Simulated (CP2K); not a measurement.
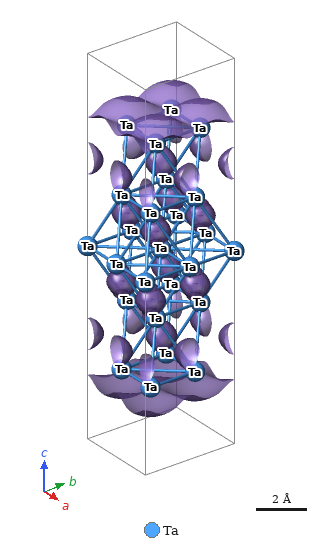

Figure. Ta (slab). Isosurface of the valence electron density at 0.2 e/Å³ (purple), seen slightly off an axis. Sticks mark near contacts.

Level of theory: CP2K 2026.2, Kohn-Sham DFT of a periodic cell, PBE, GTH-PBE with UZH-TZV2P basis.

The density is the valence pseudo-density of a pseudopotential calculation; it isn't the true density close to the nuclei.

How is the density connected at this value?

At this value the density is joined into sheets; it holds about 95 % of the electrons treated as valence. It bridges the sampled Ta–Ta (2.98 Å) contacts, where the density stays above the isovalue. On the grid the lowest density along these lines, outside the cores, is 0.27 e/Å³ (Ta–Ta, 2.98 Å).
